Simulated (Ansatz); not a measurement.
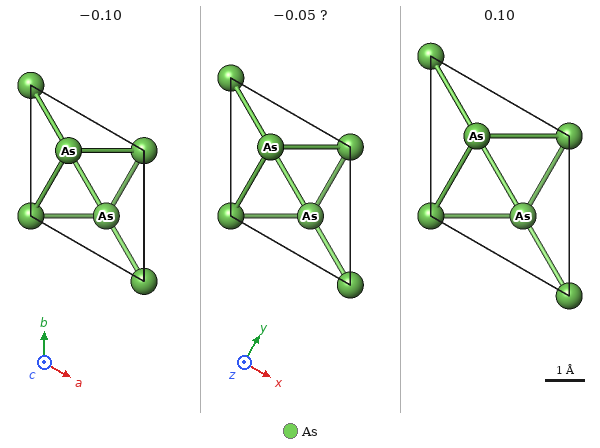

A scan of crystalline As (R-3m): the cell is strained equally along x and y, with the atoms kept at their fractional coordinates. x, y and z are the Cartesian axes of the input. The picture is a ball-and-stick view of the conventional cell (3 times the calculation's cell), repeated 1 × 1 × 1 with one cell outlined, seen along the c axis. Lengths and directions refer to the drawn axes.

Level of theory: DFT PBEsol, scalar-relativistic, plane waves, PAW (Ansatz). (plane-wave cutoff 420 eV; k-point mesh 18 × 18 × 18; occupations gaussian; smearing width 0.15 eV; no spin polarisation). Energies (free energies at the smearing named) are counted from the cell as listed in its source, which wasn't relaxed.

```
 strain  energy change (meV/atom)
−0.1000                       327
−0.0750                       177
−0.0500                         ?
−0.0250                        21
 0.0000                         0
 0.0250                        13
 0.0500                        56
 0.0750                       123
 0.0875                       164
 0.1000                       210
```

Question: Estimate the missing energy from the other rows, and compare with the calculation.

Answer: A straight line between the two neighbours gives 99 meV/atom. A cubic through the four nearest rows (−0.1000, −0.0750, −0.0250, 0.0000) gives, with Lagrange weights, (−0.1667)(327) + (0.6667)(177) + (0.6667)(21) + (−0.1667)(0) = 77 meV/atom. The calculation gives 78 meV/atom, so the cubic is 1 meV/atom too low and the straight line 21 meV/atom too high, as the curve bends upwards here.

The whole profile:

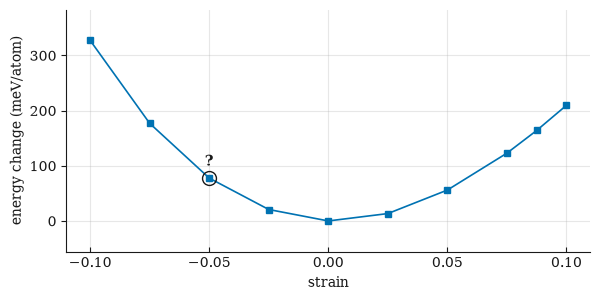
